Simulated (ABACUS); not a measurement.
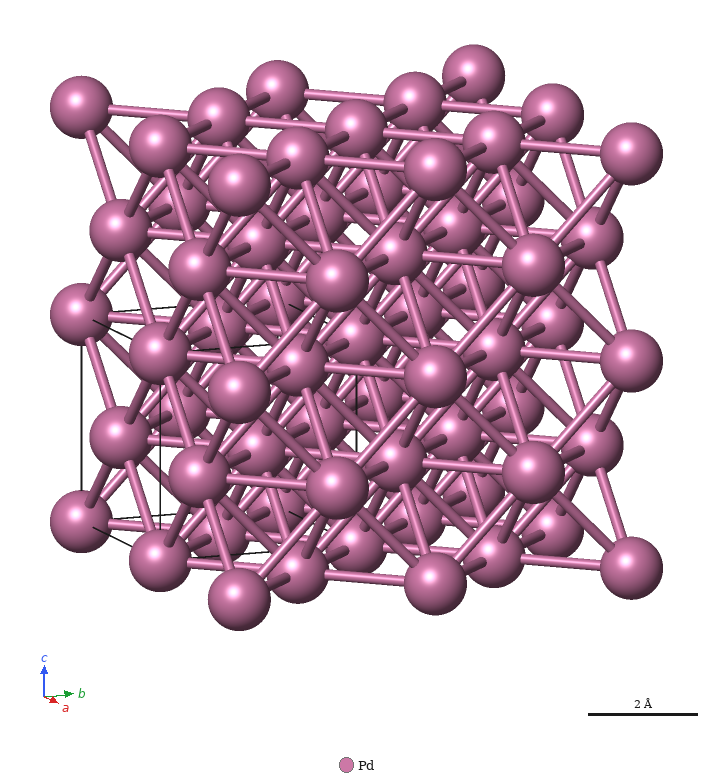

The input geometry (ball-and-stick view of the cell 4 times as large as that of the calculation, set on its symmetry axes, repeated 2 × 2 × 2, seen slightly off an axis).

**Band-structure run of Pd**

System: Pd (1 atom in the cell).
Method: Kohn-Sham DFT of a periodic cell, r2SCAN, SG15 ONCV 1.2 PBE, no spin polarisation (ABACUS 3.10.1).

The structure derives from an entry of the Crystallography Open Database. It belongs to a series of runs on one base structure; here: bands on the converged density.

## What the program printed
```
ABACUS v3.10.1

               Atomic-orbital Based Ab-initio Computation at UStc

 ------------------------------------------------------------------------------------

 READING GENERAL INFORMATION
                           global_out_dir = OUT.Pd/
                           global_in_card = INPUT
                               pseudo_dir = ./
                              orbital_dir = ./
                                    DSIZE = 4
                                    GSIZE = 1

 READING UNITCELL INFORMATION
                                    ntype = 1
                  lattice constant (Bohr) = 1.88973
              lattice constant (Angstrom) = 1

 READING ATOM TYPE 1
                               atom label = Pd
                      L=0, number of zeta = 2
                      L=1, number of zeta = 2
                      L=2, number of zeta = 2
                      L=3, number of zeta = 1
             number of atom for this type = 1

                        TOTAL ATOM NUMBER = 1
DIRECT COORDINATES
    atom                   x                   y                   z     mag                  vx                  vy                  vz
taud_Pd1            0.0000000000        0.0000000000        0.0000000000  0.0000        0.0000000000        0.0000000000        0.0000000000

                          Volume (Bohr^3) = 99.5382
                             Volume (A^3) = 14.75

 Lattice vectors: (Cartesian coordinate: in unit of a_0)
                   +0             +1.9465             +1.9465
              +1.9465                  +0             +1.9465
              +1.9465             +1.9465                  +0
 Reciprocal vectors: (Cartesian coordinate: in unit of 2 pi/a_0)
            -0.256871           +0.256871           +0.256871
            +0.256871           -0.256871           +0.256871
            +0.256871           +0.256871           -0.256871
 The esolver type has been set to : ksdft_lcao

                PAO radial cut off (Bohr) = 10

 Read in pseudopotential file is Pd_ONCV_PBE-1.2.upf
                     pseudopotential type = NC
          exchange-correlation functional = PBE
                 nonlocal core correction = 0
                        valence electrons = 18
                                     lmax = 2
                           number of zeta = 0
                     number of projectors = 6
                           L of projector = 0
                           L of projector = 0
                           L of projector = 1
                           L of projector = 1
                           L of projector = 2
                           L of projector = 2
 XC functional updated to : MGGA_X_R2SCAN+MGGA_C_R2SCAN
          exchange-correlation functional = MGGA_X_R2SCAN+MGGA_C_R2SCAN
     initial pseudo atomic orbital number = 0

 SETUP THE ELECTRONS NUMBER
            electron number of element Pd = 18
      total electron number of element Pd = 18
            AUTOSET number of electrons:  = 18
                           occupied bands = 9
                                   NLOCAL = 25
                                   NBANDS = 19
                                   NBANDS = 19
                                   NLOCAL = 25

%%%%%%%%%%%%%%%%%%%%%%%%%%%%%%%%%%%%%%%%%%%%%%%%%%%%%%%%%%%%%%%%%%%%%%%%%%%%%%%%%%%%%%%%%%%%%%%%%%%%%%%%%%
 Warning: the number of valence electrons in pseudopotential > 10 for Pd: [Kr] 4d10
 Pseudopotentials with additional electrons can yield (more) accurate outcomes, but may be less efficient.
 If you're confident that your chosen pseudopotential is appropriate, you can safely ignore this warning.
%%%%%%%%%%%%%%%%%%%%%%%%%%%%%%%%%%%%%%%%%%%%%%%%%%%%%%%%%%%%%%%%%%%%%%%%%%%%%%%%%%%%%%%%%%%%%%%%%%%%%%%%%%

 SETUP THE PLANE WAVE BASIS
 energy cutoff for charge/potential (unit:Ry) = 400
            fft grid for charge/potential = [ 36, 36, 36 ]
                        fft grid division = [ 3, 3, 3 ]
        big fft grid for charge/potential = [ 12, 12, 12 ]
                                     nbxx = 432
                                     nrxx = 11664

 SETUP PLANE WAVES FOR CHARGE/POTENTIAL
                    number of plane waves = 13539
                         number of sticks = 745

 PARALLEL PW FOR CHARGE/POTENTIAL
     PROC   COLUMNS(POT)             PW
        1            186           3384
        2            187           3388
        3            186           3384
        4            186           3383
 --------------- sum -------------------
        4            745          13539
                            number of |g| = 184
                                  max |g| = 36.1586
                                  min |g| = 0.197949

----------- Double Check Mixing Parameters Begin ------------
mixing_type: broyden
mixing_beta: 0.7
mixing_gg0: 1
mixing_gg0_min: 0.1
mixing_ndim: 8
----------- Double Check Mixing Parameters End ------------

 SETUP K-POINTS
                                    nspin = 1
                                   nkstot = 102
K-POINTS DIRECT COORDINATES
 KPOINTS    DIRECT_X    DIRECT_Y    DIRECT_Z  WEIGHT
       1  0.00000000  0.00000000  0.00000000  1.0000
       2  0.05000000  0.00000000  0.05000000  1.0000
       3  0.10000000  0.00000000  0.10000000  1.0000
       4  0.15000000  0.00000000  0.15000000  1.0000
       5  0.20000000  0.00000000  0.20000000  1.0000
       6  0.25000000  0.00000000  0.25000000  1.0000
       7  0.30000000  0.00000000  0.30000000  1.0000
       8  0.35000000  0.00000000  0.35000000  1.0000
       9  0.40000000  0.00000000  0.40000000  1.0000
      10  0.45000000  0.00000000  0.45000000  1.0000
      11  0.50000000  0.00000000  0.50000000  1.0000
      12  0.50000000  0.02500000  0.52500000  1.0000
      13  0.50000000  0.05000000  0.55000000  1.0000
      14  0.50000000  0.07500000  0.57500000  1.0000
      15  0.50000000  0.10000000  0.60000000  1.0000
      16  0.50000000  0.12500000  0.62500000  1.0000
      17  0.50000000  0.15000000  0.65000000  1.0000
      18  0.50000000  0.17500000  0.67500000  1.0000
      19  0.50000000  0.20000000  0.70000000  1.0000
      20  0.50000000  0.22500000  0.72500000  1.0000
      21  0.50000000  0.25000000  0.75000000  1.0000
      22  0.48750000  0.26250000  0.75000000  1.0000
      23  0.47500000  0.27500000  0.75000000  1.0000
      24  0.46250000  0.28750000  0.75000000  1.0000
      25  0.45000000  0.30000000  0.75000000  1.0000
      26  0.43750000  0.31250000  0.75000000  1.0000
      27  0.42500000  0.32500000  0.75000000  1.0000
      28  0.41250000  0.33750000  0.75000000  1.0000
      29  0.40000000  0.35000000  0.75000000  1.0000
      30  0.38750000  0.36250000  0.75000000  1.0000
[... 72 further k points ...]

           k-point number in this process = 102
       minimum distributed K point number = 102

[... K-POINTS CARTESIAN COORDINATES: 102 rows ...]

[... K-POINTS DIRECT COORDINATES: 102 rows ...]

 SETUP PLANE WAVES FOR WAVE FUNCTIONS
     energy cutoff for wavefunc (unit:Ry) = 100
              fft grid for wave functions = [ 36, 36, 36 ]
                    number of plane waves = 2229
                         number of sticks = 223

 PARALLEL PW FOR WAVE FUNCTIONS
     PROC   COLUMNS(POT)             PW
        1             55            557
        2             56            556
        3             56            558
        4             56            558
 --------------- sum -------------------
        4            223           2229

 SET NONLOCAL PSEUDOPOTENTIAL PROJECTORS
 max number of nonlocal projetors among all species is 6

 -------------------------------------------
 NONSELF-CONSISTENT
 -------------------------------------------

 SETUP SEARCHING RADIUS FOR PROGRAM TO SEARCH ADJACENT ATOMS
                  longest orb rcut (Bohr) = 7
   longest nonlocal projector rcut (Bohr) = 2.5
                     search radius (Bohr) = 19
              searching radius is (Bohr)) = 19
         searching radius unit is (Bohr)) = 1.89
                         PeriodicBoundary = 1
                        Radius(unit:lat0) = 10.1
                                   glayer = [ 6, 6, 6 ]
                             glayer_minus = [ 5, 5, 5 ]

Find the coordinate range of the input atom(unit:lat0).
                                  min_tau = [ -19.5, -19.5, -19.5 ]
                                  max_tau = [ 19.5, 19.5, 19.5 ]
                                BoxNumber = [ 11, 11, 11 ]

 SETUP EXTENDED REAL SPACE GRID FOR GRID INTEGRATION
                          real space grid = [ 36, 36, 36 ]
                 big cell numbers in grid = [ 12, 12, 12 ]
             meshcell numbers in big cell = [ 3, 3, 3 ]
                        extended fft grid = [ 20, 20, 20 ]
                dimension of extened grid = [ 53, 53, 53 ]
                            UnitCellTotal = 125
              Atom number in sub-FFT-grid = 1
    Local orbitals number in sub-FFT-grid = 25
                                ParaV.nnr = 42081
                                 init_chg = file
 try to read charge from file
 Read in the charge density: OUT.Pd//Pd-CHARGE-DENSITY.restart
 try to read kinetic energy density from file
 Read in the kinetic energy density: OUT.Pd//Pd-TAU-DENSITY.restart

 LCAO ALGORITHM --------------- ION=   1  ELEC=   1--------------------------------
[... levels at 102 k points of this process ...]

 Density error is 0.00000000000
----------------------------------------------------------
     Energy           Rydberg                 eV
----------------------------------------------------------
 E_KohnSham     -253.3146754682      -3446.5229733885
 E_KS(sigma->0) -253.3138915013      -3446.5123069711
 E_Harris       -253.3146754682      -3446.5229733885
 E_band         -10.6388065692       -144.7483892604
 E_one_elec     -76.4953989709       -1040.7732967876
 E_Hartree      50.0778231679        681.3437385198
 E_xc           -24.9714973026       -339.7546509065
 E_Ewald        -201.9240344288      -2747.3174313794
 E_entropy(-TS) -0.0015679339        -0.0213328349
 E_descf        0.0000000000         0.0000000000
 E_exx          0.0000000000         0.0000000000
 E_Fermi        1.5043284773         20.4674389551
----------------------------------------------------------

 charge density convergence is achieved
 final etot is -3446.5229734 eV
 EFERMI = 20.467438955 eV

 STATE ENERGY(eV) AND OCCUPATIONS    NSPIN == 1
 1/102 kpoint (Cartesian) = 0.0000 0.0000 0.0000 (417 pws)
       1       -66.5862      0.0196078
       2       -31.0843      0.0196078
       3       -31.0843      0.0196078
       4       -31.0843      0.0196078
       5        12.9002      0.0196078
       6        17.2523      0.0196078
       7        17.2523      0.0196078
       8        17.2523      0.0196078
       9        18.8935      0.0196078
      10        18.8935      0.0196078
      11        39.1615        0.00000
      12        45.1664        0.00000
      13        45.1664        0.00000
      14        45.1664        0.00000
      15        55.0705        0.00000
      16        55.0705        0.00000
      17        55.0705        0.00000
      18        64.8106        0.00000
      19        64.8106        0.00000

 2/102 kpoint (Cartesian) = 0.0000 0.025687 0.0000 (412 pws)
       1       -66.5844      0.0196078
       2       -31.0947      0.0196078
       3       -31.0882      0.0196078
       4       -31.0882      0.0196078
       5        13.0324      0.0196078
       6        17.1828      0.0196078
       7        17.3099      0.0196078
       8        17.3099      0.0196078
       9        18.8208      0.0196078
      10        18.9207      0.0196078
      11        39.3136        0.00000
      12        44.9870        0.00000
      13        45.1822        0.00000
      14        45.1822        0.00000
      15        54.5685        0.00000
      16        54.5685        0.00000
      17        55.2317        0.00000
      18        63.5500        0.00000
      19        65.4262        0.00000

 3/102 kpoint (Cartesian) = 0.0000 0.051374 0.0000 (420 pws)
       1       -66.5790      0.0196078
       2       -31.1247      0.0196078
       3       -31.0998      0.0196078
       4       -31.0998      0.0196078
       5        13.4209      0.0196078
       6        16.9855      0.0196078
       7        17.4808      0.0196078
       8        17.4808      0.0196078
       9        18.6215      0.0196078
      10        19.0005      0.0196078
      11        39.7462        0.00000
      12        44.4528        0.00000
      13        45.1220        0.00000
      14        45.1220        0.00000
      15        53.5666        0.00000
      16        53.5666        0.00000
      17        55.7233        0.00000
      18        61.5777        0.00000
      19        65.5963        0.00000

 4/102 kpoint (Cartesian) = 0.0000 0.077061 0.0000 (421 pws)
       1       -66.5707      0.0196078
       2       -31.1711      0.0196078
       3       -31.1177      0.0196078
       4       -31.1177      0.0196078
       5        14.0320      0.0196078
       6        16.6909      0.0196078
       7        17.7599      0.0196078
       8        17.7599      0.0196078
       9        18.3618      0.0196078
      10        19.1268      0.0196078
      11        40.3941        0.00000
      12        43.5958        0.00000
      13        44.6822        0.00000
      14        44.6822        0.00000
      15        52.9535        0.00000
      16        52.9535        0.00000
      17        56.5646        0.00000
      18        59.9708        0.00000
      19        63.5493        0.00000

 5/102 kpoint (Cartesian) = 0.0000 0.10275 0.0000 (424 pws)
       1       -66.5602      0.0196078
       2       -31.2289      0.0196078
       3       -31.1403      0.0196078
       4       -31.1403      0.0196078
       5        14.7576      0.0196078
       6        16.3390      0.0196078
       7        18.1367      0.0196078
       8        18.1367      0.0196078
       9        18.2037      0.0196078
      10        19.2896      0.0196078
      11        41.1651        0.00000
      12        42.5009        0.00000
      13        43.6332        0.00000
      14        43.6332        0.00000
      15        53.3005        0.00000
      16        53.3005        0.00000
      17        57.7749        0.00000
      18        58.9327        0.00000
      19        61.4501        0.00000

 6/102 kpoint (Cartesian) = 0.0000 0.12844 0.0000 (422 pws)
       1       -66.5487      0.0196078
       2       -31.2921      0.0196078
       3       -31.1652      0.0196078
       4       -31.1652      0.0196078
       5        15.2969      0.0196078
       6        15.9713      0.0196078
       7        18.5217      0.0196078
       8        18.5935      0.0196078
       9        18.5935      0.0196078
      10        19.4751      0.0196078
      11        41.2740        0.00000
      12        41.9604        0.00000
      13        42.1490        0.00000
      14        42.1490        0.00000
      15        54.6006        0.00000
      16        54.6006        0.00000
      17        58.1388        0.00000
      18        59.3481        0.00000
      19        59.5028        0.00000

[... levels at 96 further k points ...]

 --------------------------------------------
 !FINAL_ETOT_IS -3446.522973388544 eV
 --------------------------------------------

 Output bands in file: OUT.Pd/BANDS_1.dat
```

## Standard output
```
ABACUS v3.10.1

               Atomic-orbital Based Ab-initio Computation at UStc

 dft_functional readin is: MGGA_X_R2SCAN+MGGA_C_R2SCAN
 dft_functional in pseudopot file is: PBE
 Please make sure this is what you need

%%%%%%%%%%%%%%%%%%%%%%%%%%%%%%%%%%%%%%%%%%%%%%%%%%%%%%%%%%%%%%%%%%%%%%%%%%%%%%%%%%%%%%%%%%%%%%%%%%%%%%%%%
 Warning: the number of valence electrons in pseudopotential > 10 for Pd: [Kr] 4d10
 Pseudopotentials with additional electrons can yield (more) accurate outcomes, but may be less efficient.
 If you're confident that your chosen pseudopotential is appropriate, you can safely ignore this warning.
%%%%%%%%%%%%%%%%%%%%%%%%%%%%%%%%%%%%%%%%%%%%%%%%%%%%%%%%%%%%%%%%%%%%%%%%%%%%%%%%%%%%%%%%%%%%%%%%%%%%%%%%%

 UNIFORM GRID DIM        : 36 * 36 * 36
 UNIFORM GRID DIM(BIG)   : 12 * 12 * 12
func,idMGGA_X_R2SCAN 497
func,idMGGA_C_R2SCAN 498
 ---------------------------------------------------------
 ---------------------------------------------------------
 SPIN    KPOINTS         PROCESSORS  THREADS     NBASE
 1       102             4           4           25
 ---------------------------------------------------------
 Use Systematically Improvable Atomic bases
 ---------------------------------------------------------
 ELEMENT ORBITALS        NBASE       NATOM       XC
 Pd      2s2p2d1f-7au    25          1
 ---------------------------------------------------------
 Initial plane wave basis and FFT box
 ---------------------------------------------------------
 -------------------------------------------
 NONSELF-CONSISTENT :
 -------------------------------------------
 START CHARGE      : file
 ITER       ETOT/eV          EDIFF/eV         DRHO         DKIN     TIME/s
 GE1     -3.44652297e+03   0.00000000e+00   0.0000e+00   0.0000e+00   0.86
```

This output came from the following input.

## Input
```
INPUT_PARAMETERS
suffix              Pd
calculation         nscf
basis_type          lcao
pseudo_dir          ./
orbital_dir         ./
symmetry            -1
dft_functional      MGGA_X_R2SCAN+MGGA_C_R2SCAN
ecutwfc             100.0
pseudo_rcut         10
nspin               1
nbands              19
ks_solver           genelpa
smearing_method     fd
smearing_sigma      0.00367493
scf_thr             1e-07
scf_nmax            100
mixing_type         broyden
mixing_beta         0.7
mixing_tau          1
init_chg            file
out_band            1
```

## File STRU
```
ATOMIC_SPECIES
Pd 106.4200 Pd_ONCV_PBE-1.2.upf

NUMERICAL_ORBITAL
Pd_confined-atom_7au_2s2p2d1f.orb

LATTICE_CONSTANT
1.8897261246

LATTICE_VECTORS
0.0000000000 1.9465000000 1.9465000000
1.9465000000 0.0000000000 1.9465000000
1.9465000000 1.9465000000 0.0000000000

ATOMIC_POSITIONS
Direct

Pd
0.0
1
0.0000000000 0.0000000000 0.0000000000 1 1 1
```

## File KPT
```
K_POINTS
12
Line
0.00000000 0.00000000 0.00000000 10 // G
0.50000000 0.00000000 0.50000000 10 // X
0.50000000 0.25000000 0.75000000 10 // W
0.37500000 0.37500000 0.75000000 10 // K
0.00000000 0.00000000 0.00000000 10 // G
0.50000000 0.50000000 0.50000000 10 // L
0.62500000 0.25000000 0.62500000 10 // U
0.50000000 0.25000000 0.75000000 10 // W
0.50000000 0.50000000 0.50000000 10 // L
0.37500000 0.37500000 0.75000000 1 // K
0.62500000 0.25000000 0.62500000 10 // U
0.50000000 0.00000000 0.50000000 1 // X
```

Launch command:
```bash
OMP_NUM_THREADS=1 mpirun -np 4 abacus > log
```

## Key numbers

- outcome: converged
- space group (tolerance 0.01 Å): Fm-3m (225)
- electrons treated: 18
- Fermi energy of the self-consistent step: 20.204 eV
- hardware: 4 threads of Intel Xeon (Sapphire Rapids), 16 GiB of memory available, shared host
- wall time: 1.2 s (CPU time 4.5 s)
- peak memory: 0.36 GiB

## Notes

Points of doubt noted for this run: home made orbitals.
